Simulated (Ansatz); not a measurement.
# Titanium, hcp under r²SCAN: how the Fermi-Dirac smearing moves the result

How small must the Fermi-Dirac smearing width be for energy and pressure to settle? The geometry was relaxed under r²SCAN beforehand and stays fixed; 6 values are run, from 0.01 to 1.0 eV. Wanted are the values from which on the energy stays within 10 and 1 meV/atom, and the pressure within 0.5 GPa, of the narrowest run. Within the series other settings stay, but some runs also write fields, which adds to their time. Spin polarisation is left out.

Computed with Ansatz 0.2.0 (DFT r²SCAN, plane waves with PAW, scalar-relativistic, unless a step says otherwise).

### Step 1. Starting point

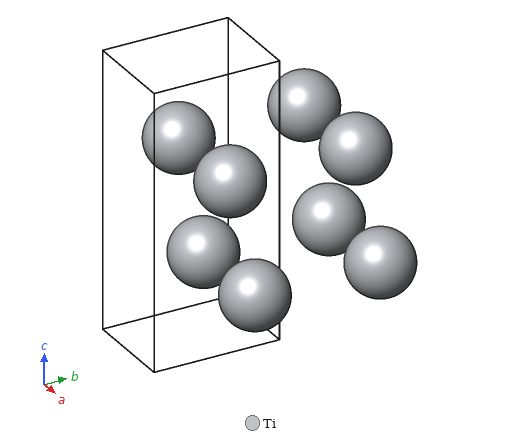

The structure, seen slightly off an axis (titanium light grey). 2×2×1 cells are drawn. Any atoms on the faces are drawn again on the opposite ones.

As a file:

```xyz
2
Lattice="2.9359 0.0000 0.0000 -1.4679 2.5425 0.0000 0.0000 0.0000 4.6416" Properties=species:S:1:pos:R:3 pbc="T T T"
Ti    0.0000    1.6950    1.1604
Ti    1.4679    0.8475    3.4812
```

### Step 2. With a width of 0.01 eV

The run at 0.01 eV.

File input.yaml:

```yaml
crystal:
  lattice:
    - [2.9358559451, 0.0, 0.0]
    - [-1.4679279726, 2.5425258303, 0.0]
    - [0.0, 0.0, 4.6416239676]
  atoms:
    - { symbol: Ti, position: [0.3333333333, 0.6666666667, 0.25] }
    - { symbol: Ti, position: [0.6666666667, 0.3333333333, 0.75] }
hamiltonian:
  xc: r2scan
  pseudopotentials:
    kind: paw
    azcp:
      Ti: "pseudopotentials/Ti.paw.azcp"
basis:
  ecutwfc: 500
  fft_grid_basis: typed
kpoints:
  mp_grid: { grid: [12, 12, 7], shift: [0, 0, 0] }
magnetization:
  spin_polarized: false
scf:
  occupations: { method: fermi_dirac, width: 0.01 }
  lower_state_search: "off"
output:
  stress: true
```

Started as:

```
ansatz run input.yaml --threads 1 --pin off --max-ram 3584MiB --backend cpu --events-out ev --progress --plain --runs-dir out
```

The log of the run (excerpt; [...] marks lines left out):

```text
[...]
Pseudopotentials: kind: paw
Pseudopotential: Ti, paw, valence charge 12, recommended cutoff 500 eV (meta_gga), <dir>
Functional definition: r2SCAN
[...]
Crystal: 2 atoms, lattice volume = 34.647 Å³
Basis set: ecut = 500 eV, 881 PW (Γ), exchange–correlation on 96×96×144 points (64 copies of the dense FFT grid, shifted against one another)
Bands: 16, of which v1, the nominal top of the filled ones, is band 12 counted from 1 (11 counted from 0)
Symmetry: 24 space group operations
Space group: P63/mmc (ITA 194), of the structure as read, at distance tolerance 3.3e-5 Å
k-points: 76 of 1008
[...]
SCF iter   1: F=-5008.687489 eV  HF=-5008.695034 eV  |F-HF|=7.55e-3  |Δ(HF+E_count)|=         —  Δρ=1.69e-2  dr2=8.90e-2  dr2_τ=1.57e-2  ethr=1.77e-3  ⟨swp⟩=4.2  Hψ=5221  notcnv=0
[...]
SCF iter   6: F=-5008.739283 eV  HF=-5008.739283 eV  |F-HF|=6.37e-9  |Δ(HF+E_count)|=   2.59e-8  Δρ=5.41e-6  dr2=9.83e-9  dr2_τ=3.95e-10  ethr=1.24e-10  ⟨swp⟩=1.7  Hψ=3901  notcnv=0
[...]
SCF converged after 6 iterations
Free energy (F): -5008.739283 eV
[...]
E sigma→0 (E₀):  -5008.738804 eV
Entropy (-TS):   -0.000958 eV (-0.479 meV/atom)
Fermi energy:    13.463230 eV
[...]
--- Stress (GPa, compression-positive) ---
       -0.074318       0.000000       0.000000
        0.000000      -0.074318       0.000000
        0.000000       0.000000      -0.268405
  P = ⅓ Tr σ = -0.1390 GPa (-1.390 kbar)
```

Run time: 8.7 s. Hardware: 1 thread of Intel Xeon Platinum 8259CL at 2.50GHz (Skylake/Cascade Lake), shared host; peak memory 0.61 GiB.

### Step 3. With a width of 0.03 eV

The run at 0.03 eV.

input.yaml: that of step 2 with these lines changed.

```diff
@@ -22,3 +22,3 @@
 scf:
-  occupations: { method: fermi_dirac, width: 0.01 }
+  occupations: { method: fermi_dirac, width: 0.03 }
   lower_state_search: "off"
```

Started as:

```
ansatz run input.yaml --threads 1 --pin off --max-ram 3584MiB --backend cpu --events-out ev --progress --plain --runs-dir out
```

The log of the run (excerpt; [...] marks lines left out):

```text
[...]
[... 3 set-up lines as earlier in the session ...]
[...]
Crystal: 2 atoms, lattice volume = 34.647 Å³
Basis set: ecut = 500 eV, 881 PW (Γ), exchange–correlation on 96×96×144 points (64 copies of the dense FFT grid, shifted against one another)
Bands: 16, of which v1, the nominal top of the filled ones, is band 12 counted from 1 (11 counted from 0)
[... 2 set-up lines as earlier in the session ...]
k-points: 76 of 1008
[...]
SCF iter   1: F=-5008.691459 eV  HF=-5008.697693 eV  |F-HF|=6.23e-3  |Δ(HF+E_count)|=         —  Δρ=1.68e-2  dr2=8.71e-2  dr2_τ=1.57e-2  ethr=1.77e-3  ⟨swp⟩=4.2  Hψ=5226  notcnv=0
[...]
SCF iter   6: F=-5008.742048 eV  HF=-5008.742048 eV  |F-HF|=1.30e-9  |Δ(HF+E_count)|=   2.12e-8  Δρ=3.63e-6  dr2=3.03e-9  dr2_τ=1.60e-10  ethr=2.45e-10  ⟨swp⟩=2.0  Hψ=4309  notcnv=0
[...]
SCF converged after 6 iterations
Free energy (F): -5008.742048 eV
[...]
E sigma→0 (E₀):  -5008.739327 eV
Entropy (-TS):   -0.005443 eV (-2.721 meV/atom)
Fermi energy:    13.464800 eV
[...]
--- Stress (GPa, compression-positive) ---
       -0.068334       0.000000       0.000000
        0.000000      -0.068334       0.000000
        0.000000       0.000000      -0.206291
  P = ⅓ Tr σ = -0.1143 GPa (-1.143 kbar)
```

Wall time 5.5 s (1 thread of Intel Xeon Platinum 8259CL at 2.50GHz (Skylake/Cascade Lake), shared host); peak memory 0.6 GiB.

### Step 4. With a width of 0.2 eV

The run at 0.2 eV.

input.yaml: that of step 3 with these lines changed.

```diff
@@ -22,3 +22,3 @@
 scf:
-  occupations: { method: fermi_dirac, width: 0.03 }
+  occupations: { method: fermi_dirac, width: 0.2 }
   lower_state_search: "off"
```

Started as:

```
ansatz run input.yaml --threads 1 --pin off --max-ram 3584MiB --backend cpu --events-out ev --progress --plain --runs-dir out
```

The log of the run (excerpt; [...] marks lines left out):

```text
band count auto-derived: 17 (N_el = 24.0; filled up to band 12; 16 by the electrons, moments and atoms)
[...]
[... 3 set-up lines as earlier in the session ...]
[...]
Crystal: 2 atoms, lattice volume = 34.647 Å³
Basis set: ecut = 500 eV, 881 PW (Γ), exchange–correlation on 96×96×144 points (64 copies of the dense FFT grid, shifted against one another)
Bands: 17, of which v1, the nominal top of the filled ones, is band 12 counted from 1 (11 counted from 0)
[... 2 set-up lines as earlier in the session ...]
k-points: 76 of 1008
[...]
SCF iter   1: F=-5008.837991 eV  HF=-5008.832336 eV  |F-HF|=5.66e-3  |Δ(HF+E_count)|=         —  Δρ=1.49e-2  dr2=6.78e-2  dr2_τ=1.54e-2  ethr=1.77e-3  ⟨swp⟩=3.7  Hψ=5417  notcnv=0
[...]
SCF iter   6: F=-5008.879394 eV  HF=-5008.879394 eV  |F-HF|=2.53e-9  |Δ(HF+E_count)|=   1.94e-7  Δρ=5.38e-6  dr2=6.74e-9  dr2_τ=5.00e-10  ethr=4.17e-10  ⟨swp⟩=4.0  Hψ=3912  notcnv=0
[...]
SCF converged after 6 iterations
Free energy (F): -5008.879394 eV
[...]
E sigma→0 (E₀):  -5008.721315 eV
Entropy (-TS):   -0.316159 eV (-158.079 meV/atom)
Fermi energy:    13.401569 eV
[...]
--- Stress (GPa, compression-positive) ---
        0.533424       0.000000       0.000000
        0.000000       0.533424       0.000000
        0.000000       0.000000       0.877223
  P = ⅓ Tr σ = 0.6480 GPa (6.480 kbar)
```

It took 10 s on 1 thread of Intel Xeon Platinum 8259CL at 2.50GHz (Skylake/Cascade Lake), shared host; peak memory 0.6 GiB.

### Step 5. With a width of 0.3 eV

The run at 0.3 eV.

input.yaml: that of step 4 with these lines changed.

```diff
@@ -22,3 +22,3 @@
 scf:
-  occupations: { method: fermi_dirac, width: 0.2 }
+  occupations: { method: fermi_dirac, width: 0.3 }
   lower_state_search: "off"
```

Started as:

```
ansatz run input.yaml --threads 1 --pin off --max-ram 3584MiB --backend cpu --events-out ev --progress --plain --runs-dir out
```

The log of the run (excerpt; [...] marks lines left out):

```text
band count auto-derived: 18 (N_el = 24.0; filled up to band 12; 16 by the electrons, moments and atoms)
[...]
[... 3 set-up lines as earlier in the session ...]
[...]
Crystal: 2 atoms, lattice volume = 34.647 Å³
Basis set: ecut = 500 eV, 881 PW (Γ), exchange–correlation on 96×96×144 points (64 copies of the dense FFT grid, shifted against one another)
Bands: 18, of which v1, the nominal top of the filled ones, is band 12 counted from 1 (11 counted from 0)
[... 2 set-up lines as earlier in the session ...]
k-points: 76 of 1008
[...]
SCF iter   1: F=-5009.058451 eV  HF=-5009.039891 eV  |F-HF|=1.86e-2  |Δ(HF+E_count)|=         —  Δρ=1.28e-2  dr2=4.90e-2  dr2_τ=1.53e-2  ethr=1.77e-3  ⟨swp⟩=5.0  Hψ=12999  notcnv=0
[...]
SCF iter   6: F=-5009.090030 eV  HF=-5009.090030 eV  |F-HF|=8.32e-9  |Δ(HF+E_count)|=   5.19e-7  Δρ=6.76e-6  dr2=1.35e-8  dr2_τ=6.74e-10  ethr=4.17e-10  ⟨swp⟩=4.0  Hψ=4542  notcnv=0
[...]
SCF converged after 6 iterations
Free energy (F): -5009.090030 eV
[...]
E sigma→0 (E₀):  -5008.694946 eV
Entropy (-TS):   -0.790170 eV (-395.085 meV/atom)
Fermi energy:    13.388197 eV
[...]
--- Stress (GPa, compression-positive) ---
        1.516656      -0.000000       0.000000
        0.000000       1.516656       0.000000
        0.000000       0.000000       2.548335
  P = ⅓ Tr σ = 1.8605 GPa (18.605 kbar)
```

It took 11 s on 1 thread of Intel Xeon Platinum 8259CL at 2.50GHz (Skylake/Cascade Lake), shared host; peak memory 0.63 GiB.

### Step 6. With a width of 0.6 eV

The run at 0.6 eV.

input.yaml: that of step 5 with these lines changed.

```diff
@@ -22,3 +22,3 @@
 scf:
-  occupations: { method: fermi_dirac, width: 0.3 }
+  occupations: { method: fermi_dirac, width: 0.6 }
   lower_state_search: "off"
@@ -26 +26,5 @@
   stress: true
+  write_density: true
+  write_potential: true
+  elf: true
+  volumetric_format: npy
```

Started as:

```
ansatz run input.yaml --threads 1 --pin off --max-ram 3584MiB --backend cpu --events-out ev --progress --plain --runs-dir out
```

The log of the run (excerpt; [...] marks lines left out):

```text
band count auto-derived: 21 (N_el = 24.0; filled up to band 12; 16 by the electrons, moments and atoms)
[...]
[... 3 set-up lines as earlier in the session ...]
[...]
Crystal: 2 atoms, lattice volume = 34.647 Å³
Basis set: ecut = 500 eV, 881 PW (Γ), exchange–correlation on 96×96×144 points (64 copies of the dense FFT grid, shifted against one another)
Bands: 21, of which v1, the nominal top of the filled ones, is band 12 counted from 1 (11 counted from 0)
[... 2 set-up lines as earlier in the session ...]
k-points: 76 of 1008
[...]
SCF iter   1: F=-5010.310420 eV  HF=-5010.258907 eV  |F-HF|=5.15e-2  |Δ(HF+E_count)|=         —  Δρ=7.26e-3  dr2=1.08e-2  dr2_τ=1.67e-2  ethr=1.77e-3  ⟨swp⟩=4.5  Hψ=5925  notcnv=0
[...]
SCF iter   6: F=-5010.317547 eV  HF=-5010.317547 eV  |F-HF|=2.25e-8  |Δ(HF+E_count)|=   1.38e-6  Δρ=1.34e-5  dr2=6.04e-8  dr2_τ=2.06e-9  ethr=4.17e-10  ⟨swp⟩=5.1  Hψ=9295  notcnv=0
the search or the solves at the SCF's close seem to have found levels that the self-consistency loop had missed (the run counts 1). By its estimate they hold 4.82e-9 electrons. The energies and the density leave them out; if the run goes on with those levels, later outputs use occupations [...]
SCF converged after 6 iterations
Free energy (F): -5010.317547 eV
[...]
E sigma→0 (E₀):  -5008.690606 eV
Entropy (-TS):   -3.253882 eV (-1626.941 meV/atom)
Fermi energy:    13.401352 eV
[...]
--- Stress (GPa, compression-positive) ---
        6.575631       0.000000       0.000000
        0.000000       6.575631       0.000000
        0.000000       0.000000       9.419303
  P = ⅓ Tr σ = 7.5235 GPa (75.235 kbar)
--- Band table (eV; the first three rows and the last of 76) ---
[... band rows left out ...]
[...]
```

It took 8.3 s on 1 thread of Intel Xeon Platinum 8259CL at 2.50GHz (Skylake/Cascade Lake), shared host; peak memory 0.63 GiB.

### Step 7. With a width of 1.0 eV

The run at 1.0 eV.

input.yaml: that of step 6 with these lines changed.

```diff
@@ -22,3 +22,3 @@
 scf:
-  occupations: { method: fermi_dirac, width: 0.6 }
+  occupations: { method: fermi_dirac, width: 1.0 }
   lower_state_search: "off"
@@ -26,5 +26 @@
   stress: true
-  write_density: true
-  write_potential: true
-  elf: true
-  volumetric_format: npy
```

Started as:

```
ansatz run input.yaml --threads 1 --pin off --max-ram 3584MiB --backend cpu --events-out ev --progress --plain --runs-dir out
```

The log of the run (excerpt; [...] marks lines left out):

```text
band count auto-derived: 21 (N_el = 24.0; filled up to band 12; 16 by the electrons, moments and atoms)
[...]
[... 3 set-up lines as earlier in the session ...]
[...]
Crystal: 2 atoms, lattice volume = 34.647 Å³
Basis set: ecut = 500 eV, 881 PW (Γ), exchange–correlation on 96×96×144 points (64 copies of the dense FFT grid, shifted against one another)
Bands: 21, of which v1, the nominal top of the filled ones, is band 12 counted from 1 (11 counted from 0)
[... 2 set-up lines as earlier in the session ...]
k-points: 76 of 1008
[...]
SCF iter   1: F=-5013.017938 eV  HF=-5013.018175 eV  |F-HF|=2.37e-4  |Δ(HF+E_count)|=         —  Δρ=1.68e-2  dr2=9.85e-2  dr2_τ=2.42e-2  ethr=1.77e-3  ⟨swp⟩=5.5  Hψ=14547  notcnv=0
[...]
SCF iter   6: F=-5013.054833 eV  HF=-5013.054833 eV  |F-HF|=4.84e-9  |Δ(HF+E_count)|=   2.27e-7  Δρ=1.33e-5  dr2=3.64e-8  dr2_τ=1.57e-9  ethr=4.17e-10  ⟨swp⟩=4.0  Hψ=5451  notcnv=0
[...]
SCF converged after 6 iterations
Free energy (F): -5013.054833 eV
[...]
E sigma→0 (E₀):  -5009.007919 eV
Entropy (-TS):   -8.093828 eV (-4046.914 meV/atom)
Fermi energy:    13.445985 eV
[...]
--- Stress (GPa, compression-positive) ---
       15.375409       0.000000       0.000000
        0.000000      15.375409       0.000000
        0.000000       0.000000      19.250890
  P = ⅓ Tr σ = 16.6672 GPa (166.672 kbar)
```

Wall time 11 s (1 thread of Intel Xeon Platinum 8259CL at 2.50GHz (Skylake/Cascade Lake), shared host); peak memory 0.64 GiB.

### Step 8. The series

Energies count from the run at 0.01 eV.

```tsv
smearing (eV)	F (meV/atom)	E(σ → 0) (meV/atom)	P (GPa)	SCF cycles	CPU time
0.01	0.00	0.00	-0.14	6	8.7 s
0.03	-1.38	-0.26	-0.11	6	5.5 s
0.2	-70.06	8.74	0.65	6	10 s
0.3	-175.37	21.93	1.86	6	11 s
0.6	-789.13	24.10	7.52	6	8.3 s
1.0	-2157.77	-134.56	16.67	6	11 s
```

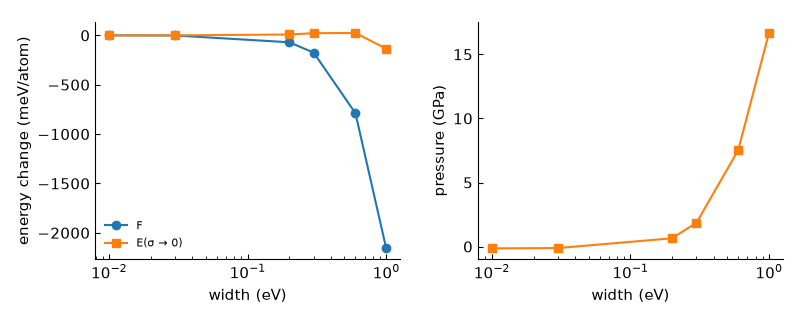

Energy and pressure against the Fermi-Dirac smearing width.

### Step 9. Results

| quantity | value |
| --- | --- |
| E(σ → 0) stays within 10 meV/atom of 0.01 eV | up to 0.2 eV |
| E(σ → 0) stays within 1 meV/atom | up to 0.03 eV |
| pressure stays within 0.5 GPa | up to 0.03 eV |
| pressure at 0.01 eV | -0.14 GPa |
| energy of a separate run on a finer mesh (20×20×11) | +0.6 meV/atom from 0.01 eV |

The far end, 1.0 eV, lies -134.6 meV/atom and +16.8 GPa from the yardstick. Over the range F shifts by -2157.8 meV/atom, while E(σ → 0) shifts by -134.6. With this scheme F falls about as the square of the width. The mesh (12×12×7) is fixed, so the narrowest widths carry a k-point error of their own. A run on a finer mesh agrees with the yardstick to 1 meV/atom.
